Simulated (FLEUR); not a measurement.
```cif
data_structure
_symmetry_space_group_name_H-M 'P 1'
_symmetry_Int_Tables_number 1
_cell_length_a 2.5307
_cell_length_b 2.5438
_cell_length_c 2.5608
_cell_angle_alpha 90.186
_cell_angle_beta 119.266
_cell_angle_gamma 119.745
_cell_volume 11.81
loop_
_atom_site_label
_atom_site_type_symbol
_atom_site_fract_x
_atom_site_fract_y
_atom_site_fract_z
_atom_site_occupancy
Cu1 Cu 0.50000 0.00000 0.00000 1
```

Space group P-1; changed on purpose from its base cell (cell strained at random at fixed volume).

Level of theory: FLEUR, Kohn-Sham DFT of a periodic cell, PBEsol, all-electron.

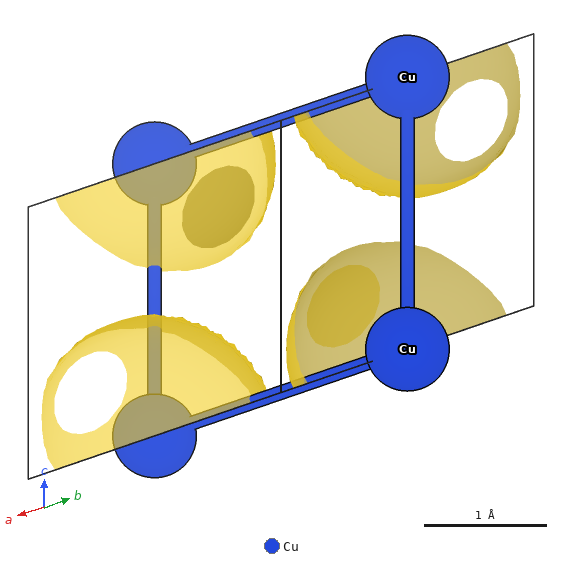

Cu. Isosurface of the total electron density at 0.4 e/Å³ (yellow), seen along [110]. Sticks mark near contacts.

### How is the density connected at this value?

At this value the density breaks into separate islands. It bridges none of the near contacts. It is pinched off along the sampled Cu–Cu (2.53 Å) and Cu–Cu (2.57 Å) contacts. On the grid the lowest density along these lines, outside the cores, is 0.28 e/Å³ (Cu–Cu, 2.53 Å) and 0.26 e/Å³ (Cu–Cu, 2.57 Å).
